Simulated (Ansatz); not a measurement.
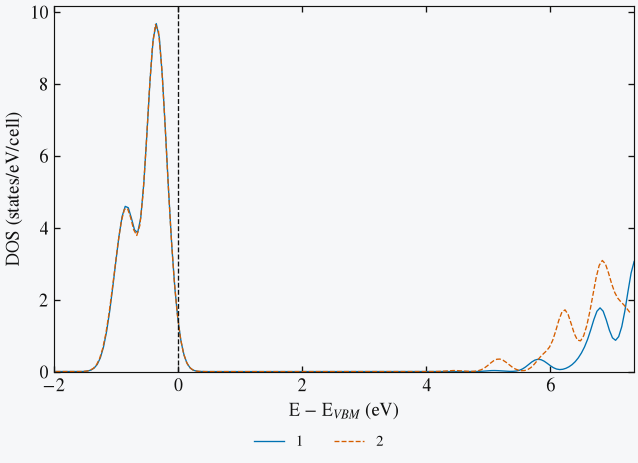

Total densities of states of KBr, space group I4/mmm, 2 atoms in the cell, uniaxial (z) strain −0.9%, by two methods on the same cell. The curves are built from the levels of the k mesh with Gaussians 0.3 eV wide, which also blur the band edges. Each is counted from its own valence-band top.

Q: Which curve is which? The methods: r2SCAN, PBE.

A: 1 is r2SCAN; 2 is PBE. r2SCAN gives a gap of 5.09 eV and PBE gives a gap of 4.45 eV.

Settings. r2SCAN: DFT, r2SCAN, plane waves, PAW, no spin polarisation, 6×6×6 k mesh, 500 eV cutoff (Ansatz 0.2.0). PBE: DFT, PBE, plane waves, PAW, no spin polarisation, 6×6×6 k mesh, 420 eV cutoff (Ansatz).
